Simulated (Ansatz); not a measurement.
```
Sr Ti O
1.0
     3.89112   -3.89112    0.00000
     0.00000    0.00000    7.78224
    -3.89112   -3.89112    0.00000
Sr Ti O
4 4 12
Direct
  0.00000 0.75000 0.00000
  0.50000 0.25000 0.50000
  0.50000 0.75000 0.50000
  0.00000 0.25000 0.00000
  0.00000 0.50000 0.50000
  0.50000 0.00000 0.00000
  0.50000 0.50000 0.00000
  0.00000 0.00000 0.50000
  0.75000 0.50886 0.75000
  0.25000 0.00886 0.25000
  0.75000 0.99114 0.75000
  0.25000 0.49114 0.25000
  0.25000 0.99114 0.75000
  0.75000 0.49114 0.25000
  0.25000 0.50886 0.75000
  0.75000 0.00886 0.25000
  0.50000 0.75000 0.01772
  0.00000 0.25000 0.51772
  0.00000 0.75000 0.48228
  0.50000 0.25000 0.98228
```

Space group Imma; computed without spin polarisation.

Computed with DFT PBEsol, scalar-relativistic, plane waves, PAW (Ansatz 0.2.0).

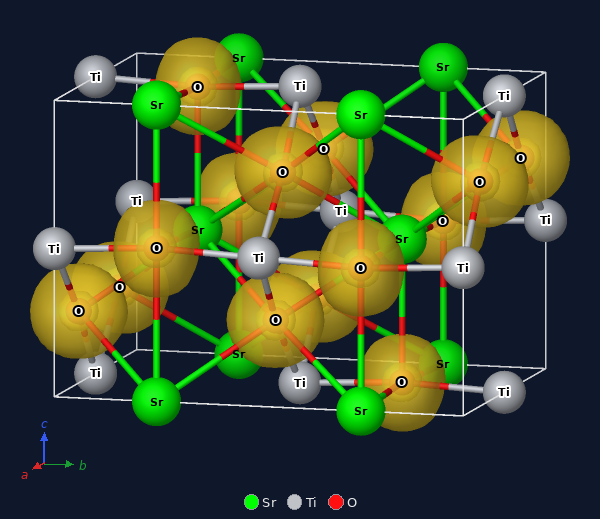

SrTiO$_{3}$. Isosurface of the electron localisation function at 0.7 (yellow), seen slightly off an axis. Core shells and regions of very low density are left out. Sticks mark near contacts.

Core electrons are frozen (PAW), and the valence fields are smoothed inside the atomic spheres.

Q: Identify the bonds, lone pairs and shells in this picture.

A: The ELF exceeds this value in twelve regions wrapped around O (the valence shell of each), counted in one cell of 20 atoms. Any copies at cell faces, edges or corners count once.

Values along the shortest contacts:
Ti–O (1.95 Å): the ELF peaks at about 0.80 in the valence shell of O, 0.6 Å from its nucleus, and is about 0.20 at the midpoint; no localised pair shows between them. Sr–O (2.65 Å): the ELF is about 0.05 at the midpoint: a largely ionic contact.

Q: Does the calculation make it a metal, or give it a gap?

A: It is gapped, with a Kohn–Sham gap of 1.9 eV on the k-point mesh, an upper bound to the gap of this method.
